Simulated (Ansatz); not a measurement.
Run report: F (charge +0.25), single-point calculation

System: F (4 atoms in the cell, total charge +0.25).
Method: DFT PBEsol, scalar-relativistic, plane waves, PAW, no spin polarisation (Ansatz 0.2.0).

The structure derives from an entry of the Crystallography Open Database. Figures and captions count atoms from 1; the log counts them from 0 in places.

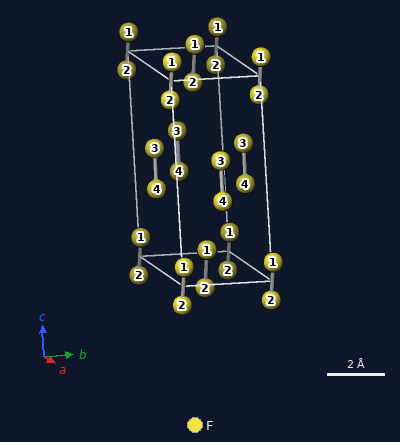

*The structure (ball-and-stick view of the cell 2 times as large as that of the calculation, set on its symmetry axes, seen slightly off an axis; atoms are numbered from 1 in the order of the input).*

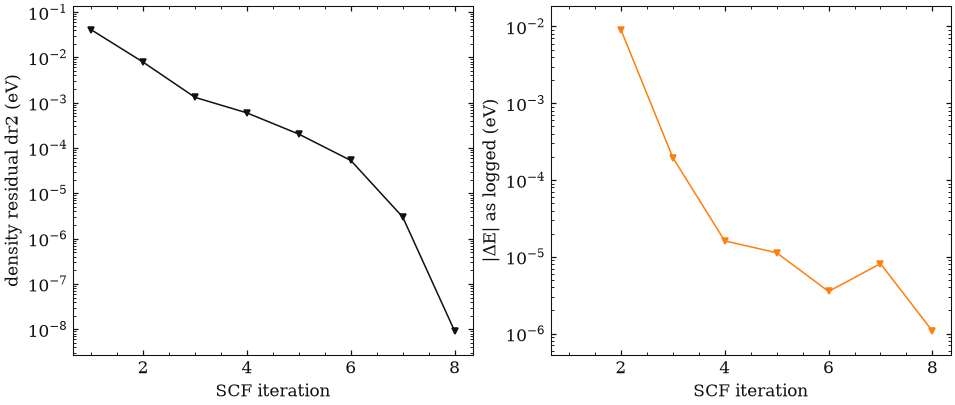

*Convergence of the self-consistent field: density residual dr2 and size of the energy change against the SCF iteration.*

The residual falls at every step.

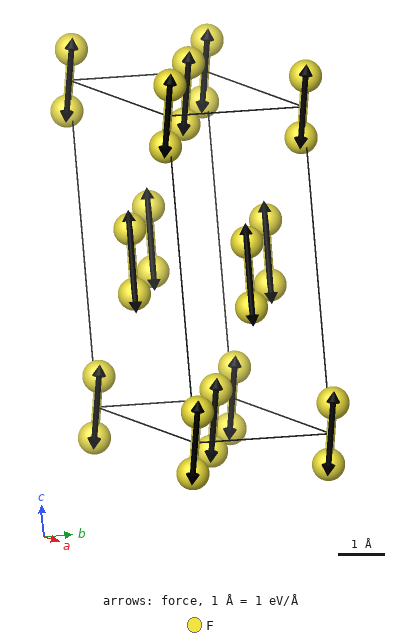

*Forces on the atoms as black arrows (ball-and-stick view of the cell 2 times as large as that of the calculation, set on its symmetry axes, seen slightly off an axis; atoms are numbered from 1 in the order of the input).*

The largest act on F3, F4 (1.88 eV/Å); F1, F2 (1.72 eV/Å). The geometry is not a stationary point of this energy.

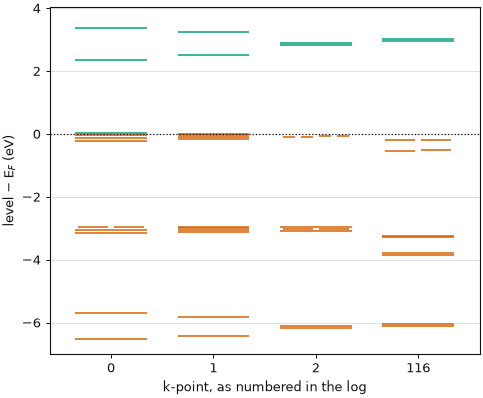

*Kohn–Sham levels near the Fermi level (dotted) at the few k-points that the log prints; levels within 0.02 eV of each other stand side by side.*

The system is metallic on the full mesh.

The input that produced these results follows, with the program's output.

**The input**
```yaml
crystal:
  lattice:
    - [2.75, -1.64, 0.0]
    - [2.75, 1.64, 0.0]
    - [-1.5360119809, 0.0, 7.1200165312]
  atoms:
    - { symbol: F, position: [0.0504, 0.0504, 0.0996] }
    - { symbol: F, position: [0.9496, 0.9496, 0.9004] }
    - { symbol: F, position: [0.505, 0.505, 0.6] }
    - { symbol: F, position: [0.495, 0.495, 0.4] }
total_charge: 0.25
basis:
  ecutwfc: 420
  fft_grid_basis: typed
kpoints:
  mp_grid: { grid: [10, 10, 4] }
hamiltonian:
  xc: pbesol
scf:
  occupations: { method: gaussian, width: 0.05 }
output:
  forces: true
  stress: true
  eigenvalues: true
  bader: true
  write_density: true
  volumetric_format: npy
```

Run as:
```bash
ansatz run input.yaml --threads 1 --pin off --max-ram 2560MiB --backend cpu --events-out ev --progress --plain --runs-dir out
```

**What the program printed**
```
Engine: ansatz 0.2.0, aarch64-unknown-linux-gnu
Pseudopotentials: kind: paw
Pseudopotential: F, paw, valence charge 7, recommended cutoff 420 eV (normal), F.paw.azcp
Functional definition: PBEsol
  exchange = pbesol_x
  correlation = pbesol_c
Crystal: 4 atoms, lattice volume = 64.223 Å³
Basis set: ecut = 420 eV, 1289 PW (Γ), exchange–correlation on 48×48×100 points (8 copies of the dense FFT grid, shifted against one another)
Bands: 18, of which v1, the nominal top of the filled ones, is band 14 counted from 1 (13 counted from 0)
Symmetry: 4 space group operations
Space group: C2/m (ITA 12), of the structure as read, at distance tolerance 4.0e-5 Å
k-points: 117 of 400
Non-local potential: F, projectors of the file, l = 0: 2, l = 1: 2, l = 2: 1
PAW form: soft (Blöchl's): semilocal exchange-correlation on the pseudo side does not see the compensation charge
PAW frozen core: F, regenerated for the run's functional, and the local potential with it (the file was generated under x = pbe(κ = 0.804, μ = 0.2195149727645171), c = pbe(β = 0.06672455060314922))
PAW one-centre angular grid: F, 110 points (default); XC on 64 Gauss nodes
Initial density: superposition of atomic densities (neutral atoms scaled as one to the charged cell's electrons: chi_scale 0, normalization atom), corrected by the library's trained network
Initial wavefunctions: pseudopotential atomic-orbital guess
Functional: x = pbesol(κ = 0.804, μ = 0.12345679012345678), c = pbesol(β = 0.046)
SCF iter   1: F=—  HF=-3189.622140 eV  |F-HF|=—  |Δ(HF+E_count)|=         —  Δρ=9.95e-3  dr2=4.07e-2  ethr=1.77e-3  ⟨swp⟩=5.1  Hψ=9674  notcnv=0
preconditioner: auto → LDOS  [metal: Δε(μ)=0.001 eV  Ē_g=16.005 eV  σ=0.050 eV  W_gap=0.01  n_scr=16 (ndim 8)  ℏωp=24.4 eV  f_vac=0.315  D(μ)=7.59/eV (n_scr^D=104)  β→1.0]
SCF iter   2: F=—  HF=-3189.613075 eV  |F-HF|=—  |Δ(HF+E_count)|=   9.06e-3  Δρ=5.36e-3  dr2=7.84e-3  ethr=1.47e-4  ⟨swp⟩=2.0  Hψ=4693  notcnv=0
SCF iter   3: F=—  HF=-3189.613271 eV  |F-HF|=—  |Δ(HF+E_count)|=   1.96e-4  Δρ=1.75e-3  dr2=1.31e-3  ethr=2.82e-5  ⟨swp⟩=2.2  Hψ=3736  notcnv=0
SCF iter   4: F=—  HF=-3189.613255 eV  |F-HF|=—  |Δ(HF+E_count)|=   1.61e-5  Δρ=8.90e-4  dr2=5.95e-4  ethr=4.71e-6  ⟨swp⟩=1.0  Hψ=2106  notcnv=0
SCF iter   5: F=—  HF=-3189.613244 eV  |F-HF|=—  |Δ(HF+E_count)|=   1.13e-5  Δρ=4.73e-4  dr2=2.02e-4  ethr=2.14e-6  ⟨swp⟩=1.0  Hψ=2106  notcnv=0
SCF iter   6: F=—  HF=-3189.613248 eV  |F-HF|=—  |Δ(HF+E_count)|=   3.54e-6  Δρ=2.51e-4  dr2=5.31e-5  ethr=7.27e-7  ⟨swp⟩=1.0  Hψ=2106  notcnv=0
SCF iter   7: F=—  HF=-3189.613256 eV  |F-HF|=—  |Δ(HF+E_count)|=   8.15e-6  Δρ=6.59e-5  dr2=2.99e-6  ethr=1.91e-7  ⟨swp⟩=1.0  Hψ=2106  notcnv=0
SCF iter   8: F=-3189.613257 eV  HF=-3189.613257 eV  |F-HF|=1.17e-9  |Δ(HF+E_count)|=   1.08e-6  Δρ=4.90e-6  dr2=9.12e-9  ethr=3.60e-10  ⟨swp⟩=3.0  Hψ=7442  notcnv=0
SCF 1 converged in 8 iterations: F = -3189.613257 eV  dr2 = 9.12e-9
  greatest PAW one-centre occupation: 0.940 electrons in one spin orbital (limit 2), on the F atom at site 3 (counted from 0), in its partial waves of l = 0
SCF converged after 8 iterations
Free energy (F): -3189.613257 eV
Harris-Foulkes:  -3189.613257 eV  (|F-HF|=1.17e-9)
Internal energy: -3189.603649 eV  (E = F + TS)
E sigma→0 (E₀):  -3189.608453 eV
Entropy (-TS):   -0.009607 eV (-2.402 meV/atom)
Fermi energy:    -3.950043 eV
--- Per-component energies (eV) ---
  E_band       = -334.745307
  E_kinetic    = 799.793070
  E_local      = -2799.951066  (includes V_loc(G=0)·N_el)
  E_nonlocal   = 293.969480
  E_hartree    = 1008.895225
  E_xc         = -304.517395
  E_vxc        = -392.131358  (∫ρ·V_xc dr)
  E_paw        = -767.336127  (= ΣΔE_a)
  E_vpaw       = -254.225070  (= ΣTr[D̂ρ^β])
  E_aug_tail   = 0.007869  (compensation charges beyond the density's cutoff)
  E_ewald      = -1420.634475
  E_core_change = 0.169771  (= ΣΔE_core)
  E_smearing   = -0.009607  (= −TS)
  E_closure    = 0.000000  (closes the sum)
  E_deformation_potential = 1.406354  (in the stress; not in F)
  Σ components = -3189.613257   (vs F -3189.613257, Δ=0.00e0)
--- Forces (eV/Å), atoms counted from 1 ---
  atom   1  F     -0.30484418     0.00000000    -1.69614622
  atom   2  F      0.30484418     0.00000000     1.69614622
  atom   3  F      0.35247289     0.00000000    -1.84602885
  atom   4  F     -0.35247289     0.00000000     1.84602885
  max |Σ_I F_I| component: 2.22e-16 eV/Å
--- Stress (GPa, compression-positive) ---
       -0.346836       0.000000       0.118441
        0.000000      -0.051080       0.000000
        0.118436       0.000000     -13.093636
  P = ⅓ Tr σ = -4.4972 GPa (-44.972 kbar)
--- Band table (eV; the first three rows and the last of 117) ---
  k-point 0: bands = ["-28.4050", "-28.2562", "-22.6913", "-22.3612", "-10.4820", "-9.6510", "-7.1007", "-6.9983", "-6.9223", "-6.9141", "-4.1601", "-4.0752", "-3.9693", "-3.9123", "-1.5885", "-0.5717", "5.6518", "7.6983"]
  k-point 1: bands = ["-28.3944", "-28.2677", "-22.6435", "-22.4100", "-10.3676", "-9.7800", "-7.0788", "-6.9910", "-6.9475", "-6.9181", "-4.1218", "-4.0607", "-3.9851", "-3.9467", "-1.4399", "-0.7220", "5.8576", "7.1411"]
  k-point 2: bands = ["-28.3815", "-28.2817", "-22.5337", "-22.5209", "-10.1063", "-10.0562", "-7.0411", "-6.9883", "-6.9829", "-6.9241", "-4.0336", "-4.0317", "-4.0278", "-4.0209", "-1.1165", "-1.0477", "6.3942", "6.4107"]
  k-point 116: bands = ["-28.2841", "-28.1833", "-22.4576", "-22.4449", "-10.0468", "-9.9993", "-7.7874", "-7.7360", "-7.2396", "-7.1878", "-4.4773", "-4.4716", "-4.1326", "-4.1301", "-0.9927", "-0.9277", "10.3175", "10.4654"]
--- Bader charges: 4 sites ---
  site symbol  charge [e]  shift [e]
     0      F      0.0631     0.0000
     1      F      0.0631     0.0000
     2      F      0.0619     0.0000
     3      F      0.0619     0.0000
  estimated error of the sums over rays = 1.8e-5 e
```

**Key numbers**

| quantity | value |
| --- | --- |
| outcome | converged |
| space group (tolerance 0.01 Å) | C2/m (12) |
| electrons treated | 27.750 |
| free energy | −3189.6133 eV |
| Fermi energy | −3.950 eV |
| gap on the k-point mesh | none (metallic) |
| pressure | −4.50 GPa |
| largest force (length of the vector) | 1.879 eV/Å |
| hardware | 1 thread of Arm Neoverse V1, 24 GiB of memory available, shared host |
| wall time | 25 s |
| peak memory | 0.36 GiB |
